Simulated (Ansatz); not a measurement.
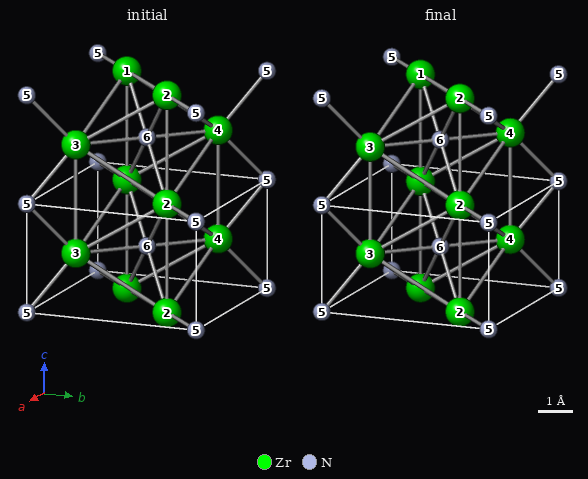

The structure of solid Zr2N (set up in P4_2/mnm) before (left) and after (right) a relaxation, at one scale.

The picture is a ball-and-stick view of the cell of the calculation, repeated 1 × 1 × 2 with one cell outlined, seen slightly off an axis.

Case: relaxed functional: LDA.

Level of theory: DFT LDA, scalar-relativistic, plane waves, PAW (Ansatz 0.2.0). Set-up: plane-wave cutoff 420 eV; k-point mesh 8 × 8 × 10; occupations gaussian; smearing width 0.1 eV; no spin polarisation; cell and atoms relaxed; force threshold 0.01 eV/Å; at most 60 steps.

**What changed between the two?**

The atoms keep their places relative to the cell (all moves are under 0.005 Å). The volume changes by −4.6 %, with a = b 5.413 → 5.333 Å (−1.5 %), c 3.308 → 3.251 Å (−1.7 %). Among the contacts that change: Zr1–Zr1 3.308 → 3.251 Å, Zr1–Zr3 3.211 → 3.161 Å, Zr1–Zr2 3.121 → 3.076 Å, Zr1–N6 2.274 → 2.238 Å. The space group stays P4_2/mnm (No. 136). After 4 accepted moves (7 points after the start) the energy has fallen by 20.9 meV per atom. The largest force component goes from 0.066 to under 0.0001 eV/Å. Pressure: −8.59 GPa at the start and 0.00 GPa at the end. The line search rejected the trial step at point 1 of the run. The SCF was repeated twice at an unchanged geometry on a basis and grid sized afresh for the cell, which shifted the energy by 0.9 meV per atom at most. The run took 120 s on 1 thread of Arm Neoverse V2, with other jobs on the host, peak memory 0.5 GiB.
